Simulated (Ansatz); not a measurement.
System: W15S28 (cell with a defect).

The calculation's input:

```
crystal:
  lattice:
    - [-1.5770488198, -8.1945860457, 0.0]
    - [7.885244099, 2.7315286819, 0.0]
    - [0.0, 0.0, 12.1424799523]
  atoms:
    - { symbol: W, position: [0.4761904762, 0.0952380952, 0.7500135161] }
    - { symbol: W, position: [0.619047619, 0.5238095238, 0.7500135161] }
    - { symbol: W, position: [0.1904761905, 0.2380952381, 0.7500135161] }
    - { symbol: W, position: [0.7619047619, 0.9523809524, 0.7500135161] }
    - { symbol: W, position: [0.3333333333, 0.6666666667, 0.7500135161] }
    - { symbol: W, position: [0.9047619048, 0.380952381, 0.7500135161] }
    - { symbol: W, position: [0.0476190476, 0.8095238095, 0.7500135161] }
    - { symbol: W, position: [0.6666666667, 0.3333333333, 0.2499864839] }
    - { symbol: W, position: [0.8095238095, 0.7619047619, 0.2499864839] }
    - { symbol: W, position: [0.380952381, 0.4761904762, 0.2499864839] }
    - { symbol: W, position: [0.9523809524, 0.1904761905, 0.2499864839] }
    - { symbol: W, position: [0.5238095238, 0.9047619048, 0.2499864839] }
    - { symbol: W, position: [0.0952380952, 0.619047619, 0.2499864839] }
    - { symbol: W, position: [0.2380952381, 0.0476190476, 0.2499864839] }
    - { symbol: S, position: [0.4761904762, 0.0952380952, 0.1203027779] }
    - { symbol: S, position: [0.619047619, 0.5238095238, 0.1203027779] }
    - { symbol: S, position: [0.1904761905, 0.2380952381, 0.1203027779] }
    - { symbol: S, position: [0.7619047619, 0.9523809524, 0.1203027779] }
    - { symbol: S, position: [0.3333333333, 0.6666666667, 0.1203027779] }
    - { symbol: S, position: [0.9047619048, 0.380952381, 0.1203027779] }
    - { symbol: S, position: [0.0476190476, 0.8095238095, 0.1203027779] }
    - { symbol: S, position: [0.6666666667, 0.3333333333, 0.6203295902] }
    - { symbol: S, position: [0.8095238095, 0.7619047619, 0.6203295902] }
    - { symbol: S, position: [0.380952381, 0.4761904762, 0.6203295902] }
    - { symbol: S, position: [0.9523809524, 0.1904761905, 0.6203295902] }
    - { symbol: S, position: [0.5238095238, 0.9047619048, 0.6203295902] }
    - { symbol: S, position: [0.0952380952, 0.619047619, 0.6203295902] }
    - { symbol: S, position: [0.2380952381, 0.0476190476, 0.6203295902] }
    - { symbol: S, position: [0.4761904762, 0.0952380952, 0.3796704098] }
    - { symbol: S, position: [0.619047619, 0.5238095238, 0.3796704098] }
    - { symbol: S, position: [0.1904761905, 0.2380952381, 0.3796704098] }
    - { symbol: S, position: [0.7619047619, 0.9523809524, 0.3796704098] }
    - { symbol: S, position: [0.3333333333, 0.6666666667, 0.3796704098] }
    - { symbol: S, position: [0.9047619048, 0.380952381, 0.3796704098] }
    - { symbol: S, position: [0.0476190476, 0.8095238095, 0.3796704098] }
    - { symbol: S, position: [0.6666666667, 0.3333333333, 0.8796972221] }
    - { symbol: S, position: [0.8095238095, 0.7619047619, 0.8796972221] }
    - { symbol: S, position: [0.380952381, 0.4761904762, 0.8796972221] }
    - { symbol: S, position: [0.9523809524, 0.1904761905, 0.8796972221] }
    - { symbol: S, position: [0.5238095238, 0.9047619048, 0.8796972221] }
    - { symbol: S, position: [0.0952380952, 0.619047619, 0.8796972221] }
    - { symbol: S, position: [0.2380952381, 0.0476190476, 0.8796972221] }
    - { symbol: W, position: [0.0, 0.0, 0.1923076923] }
  host:
    lattice:
      - [3.1540976396, 0.0, 0.0]
      - [-1.5770488198, 2.7315286819, 0.0]
      - [0.0, 0.0, 12.1424799523]
    atoms:
      - { symbol: W, position: [0.3333333333, 0.6666666667, 0.7500135161] }
      - { symbol: W, position: [0.6666666667, 0.3333333333, 0.2499864839] }
      - { symbol: S, position: [0.3333333333, 0.6666666667, 0.1203027779] }
      - { symbol: S, position: [0.6666666667, 0.3333333333, 0.6203295902] }
      - { symbol: S, position: [0.3333333333, 0.6666666667, 0.3796704098] }
      - { symbol: S, position: [0.6666666667, 0.3333333333, 0.8796972221] }
basis:
  ecutwfc: 420
  xc_grid: 2
kpoints:
  mp_grid: { grid: [2, 2, 2], shift: [0.0, 0.0, 0.0] }
hamiltonian:
  xc: pbe
  dispersion: d3bj
scf:
  occupations: { method: gaussian, width: 0.01 }
output:
  forces: true
  stress: false
  eigenvalues: true
  charged_corrections:
    defect_position: [0.0, 0.0, 0.19230769]
    epsilon: [[14.173, 0.0, 0.0], [0.0, 14.173, 0.0], [0.0, 0.0, 6.6586]]
  write_density: true
  write_potential: true
  elf: true
  volumetric_format: npy
relax:
  adjacent_minimum: "off"
  f_tol: 0.025
  max_steps: 45
```

Run with:

```sh
ansatz run input.yaml --threads 4 --pin off --max-ram 10240MiB --backend cpu --events-out ev --progress --plain --runs-dir out
```

The fields are those of the run's last geometry, not of the input's.

These are results of Ansatz 0.2.0, DFT PBE+D3(BJ), scalar-relativistic, plane waves, PAW, not measurements.

What can the converged valence pseudo-density and electron localisation function tell about the bonding?

W–S (2.23 Å): ρ is about 0.87 e/Å³ halfway; the ELF peaks at about 0.80 in the valence shell of S, 0.8 Å from its nucleus, and is about 0.45 at the midpoint.
W–S (2.39 Å): ρ is about 0.65 e/Å³ halfway; the ELF peaks at about 0.85 in the valence shell of S, 0.8 Å from its nucleus, and is about 0.50 at the midpoint.
W–S (2.44 Å): ρ is about 0.59 e/Å³ halfway; the ELF peaks at about 0.85 in the valence shell of S, 0.8 Å from its nucleus, and is about 0.45 at the midpoint.

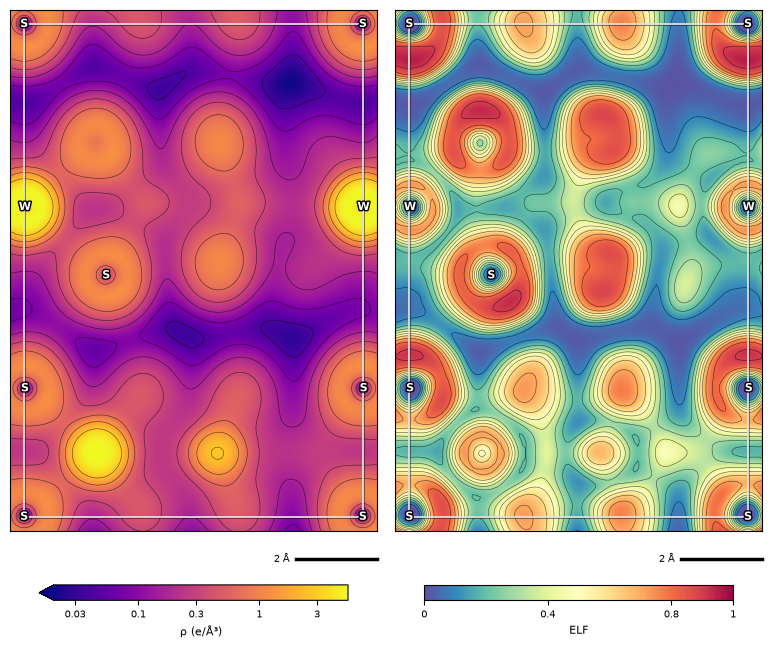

Computed valence pseudo-density and electron localisation function on the (100) plane of the calculation cell, in this order. Atoms just off the plane (W, 0.3 Å away and S, 0.4 Å away) can leave unmarked features too.

The density is the valence pseudo-density of a PAW calculation; it isn't the true density close to the nuclei.
